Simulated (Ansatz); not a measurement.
GePt

```cif
data_structure
_symmetry_space_group_name_H-M 'P 1'
_symmetry_Int_Tables_number 1
_cell_length_a 5.8288
_cell_length_b 3.7438
_cell_length_c 6.1892
_cell_angle_alpha 90.000
_cell_angle_beta 90.000
_cell_angle_gamma 90.000
_cell_volume 135.06
loop_
_atom_site_label
_atom_site_type_symbol
_atom_site_fract_x
_atom_site_fract_y
_atom_site_fract_z
_atom_site_occupancy
Ge1 Ge 0.18671 0.25000 0.58748 1
Ge2 Ge 0.31329 0.75000 0.08748 1
Ge3 Ge 0.68671 0.25000 0.91252 1
Ge4 Ge 0.81329 0.75000 0.41252 1
Pt1 Pt 0.99813 0.25000 0.19298 1
Pt2 Pt 0.50187 0.75000 0.69298 1
Pt3 Pt 0.49813 0.25000 0.30702 1
Pt4 Pt 0.00187 0.75000 0.80702 1
```

Space group Pnma; computed pressure about −10 GPa in this cell.

Method: DFT LDA, scalar-relativistic, plane waves, PAW (Ansatz 0.2.0).

> What will maps of the valence pseudo-density and electron localisation function show?

Ge–Pt (2.51 Å): ρ is about 0.51 e/Å³ halfway; the ELF is about 0.40 at the midpoint.
Ge–Pt (2.68 Å): the density is about 0.39 e/Å³ at the midpoint; the ELF is about 0.40 at the midpoint.
Bader's partition of the density gives Ge +0.60 and Pt −0.60 e.

> How much charge does the calculation move between the atoms?

Electrons move from Ge towards Pt. Bader charges: Ge +0.60 and Pt −0.60 e.

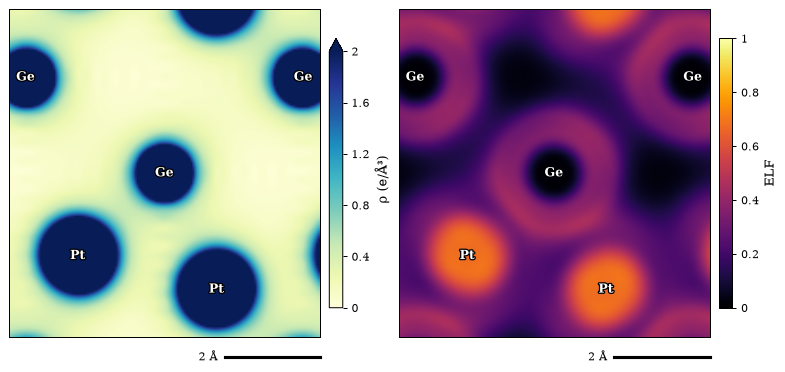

Computed valence pseudo-density and electron localisation function on the (010) plane of the conventional cell, in this order. 

In a PAW calculation such maps are meaningful between the atoms, not at the nuclei.
